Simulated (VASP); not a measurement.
AgBr

```
Ag Br
1.0
     2.86381   -2.86381    0.00000
     2.86381    2.86381    0.00000
     0.00000    0.00000    5.84630
Ag Br
2 2
Direct
  0.00000 0.00000 0.00000
  0.50000 0.50000 0.50000
  0.50000 0.50000 0.00000
  0.00000 0.00000 0.50000
```

Space group I4/mmm; started from the rocksalt prototype, which need not be the ambient phase; changed on purpose from its base cell (epitaxial xy strain -1.0%).

Level of theory: DFT, r2SCAN, plane waves, PAW in VASP.

What will maps of the valence pseudo-density and electron localisation function show?

Ag–Br (2.86 Å): ρ at the midpoint is about 0.22 e/Å³; the ELF is about 0.20 at the midpoint.

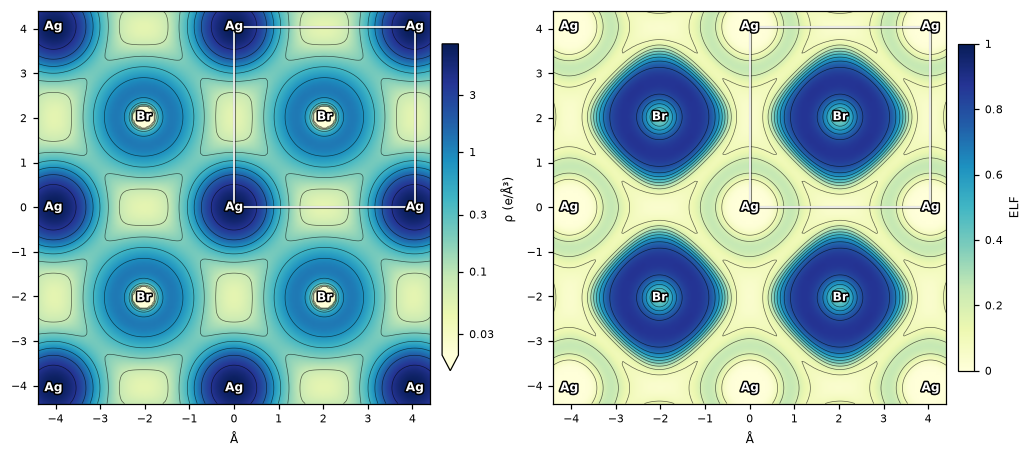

Computed valence pseudo-density and electron localisation function on the (001) plane of the conventional cell, in this order. 

In a PAW calculation such maps are meaningful between the atoms, not at the nuclei.
